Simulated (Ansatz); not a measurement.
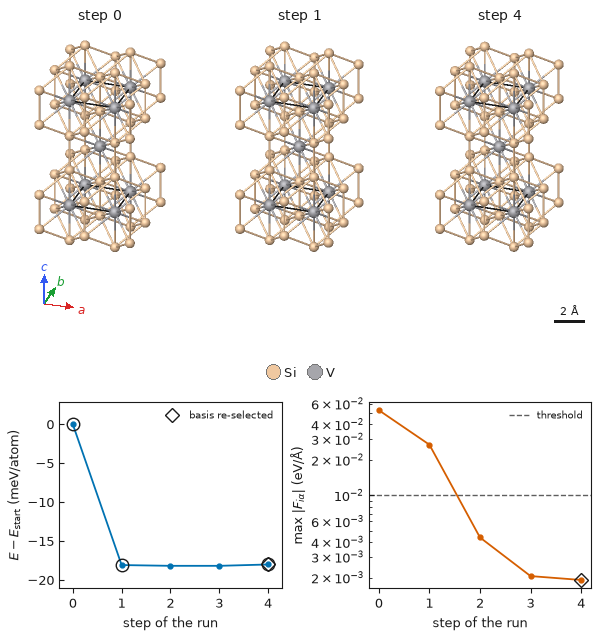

Frames of a relaxation of crystalline VSi₂ (a generated structure, set up in I4/mmm), marked on the history of the run. The picture is a ball-and-stick view of the conventional cell (2 times the calculation's cell), seen from a free direction. Lengths and directions refer to the drawn axes.

Case: Mo → V on all its sites, cell and atoms relaxed.

These are results of Ansatz, DFT PBE, scalar-relativistic, plane waves, PAW, not measurements. Set-up: plane-wave cutoff 420 eV; k-point mesh 18 × 18 × 18; occupations gaussian; smearing width 0.1 eV; no spin polarisation; cell and atoms relaxed; force threshold 0.01 eV/Å; at most 60 steps.

Describe the path.

Answer. After 3 accepted moves (4 points after the start) the energy has fallen by 18.0 meV per atom. Largest force component: 0.053 eV/Å at the start, 0.0019 eV/Å at the end. Pressure: −7.61 GPa at the start and 0.00 GPa at the end. At 1 point the geometry stayed and the basis and grid were re-selected for the new cell (energy shift of 0.2 meV per atom at most each time). No atom moves by more than 0.005 Å relative to the cell. The drawn cell changes as follows: a = b 3.211 → 3.141 Å (−2.2 %), c 7.859 → 7.809 Å (−0.6 %); the volume changes by −5.0 %. Among the contacts that change: Si–V 2.614 → 2.566 Å, Si–Si 2.635 → 2.590 Å, Si–Si 2.592 → 2.571 Å, Si–V 2.634 → 2.619 Å. The space group stays I4/mmm (No. 139). Cost: 3.5 min on 1 thread of Intel(R) Xeon(R) Processor @ 2.50GHz (Skylake/Cascade Lake), on a shared host, peak memory 0.66 GiB. From step 0 to 1: volume −4.8 %, energy −18.1 meV per atom. From step 1 to 4: volume −0.2 %, energy +0.1 meV per atom.

```csv
step,"E − E(0), meV/atom","largest force component, eV/Å","pressure, GPa","volume, Å³/atom",note
0,0.00,0.0528,-7.61,13.506,
1,-18.07,0.0269,-0.36,12.860,
2,-18.16,0.0044,0.04,12.835,
3,-18.17,0.0021,0.00,12.837,
4,-17.99,0.0019,0.00,12.837,"same geometry, new basis"
```
